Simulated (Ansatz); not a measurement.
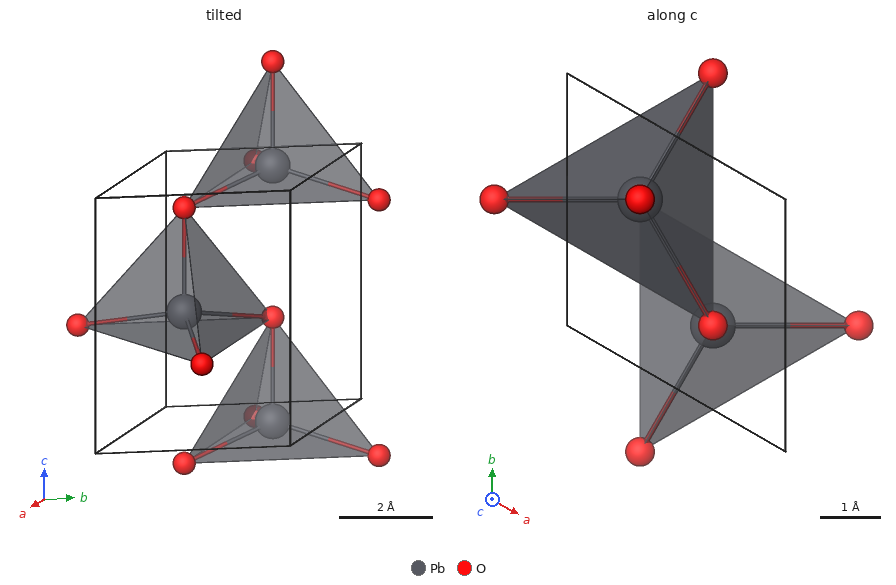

This polyhedral model is shown slightly off an axis and along the c axis. Atoms at the boundary of the conventional unit cell (the box) are drawn once for each face, edge or corner they touch. A few atoms beyond the faces are included.

PbO, space group P6_3mc (No. 186), a = 4.260 Å, b = 4.260 Å, c = 5.707 Å, α = 90.00°, β = 90.00°, γ = 120.00°. The structure was taken from a structure type filled with these elements by a generator (whether the compound takes this form wasn't checked). The cell was then strained or its atoms displaced on purpose. It went into a calculation with Ansatz.

This one geometry was computed with Ansatz (DFT, plane waves, PAW) at three levels of theory: r2SCAN, HSE06 and PBE. It was relaxed with r2SCAN and then strained.

Question: Which level gives the highest pressure at this volume, and what does that say about its equilibrium volume?

Answer: Highest: PBE (-0.2 GPa), which points to the largest equilibrium volume. Lowest, with the smallest volume: r2SCAN (-2.6 GPa) and HSE06 (-2.3 GPa). Levels within 0.5 GPa of each other can't be told apart.

Question: How does the band gap change with the level of theory?

Answer: PBE: a gap of 1.89 eV, indirect; r2SCAN: a gap of 2.06 eV, indirect; HSE06: a gap of 2.54 eV, indirect.

Question: Collect the results in a table.

Answer:
| level | cutoff (eV) | k-mesh of the run's cell | gap (eV) | pressure (GPa) |
| --- | --- | --- | --- | --- |
| r2SCAN | 500 | 12×12×4 | 2.06 | -2.6 |
| HSE06 | 420 | 6×6×4 | 2.54 | -2.3 |
| PBE | 420 | 12×12×4 | 1.89 | -0.2 |

Gaps are taken on the k-mesh or band path of each run.
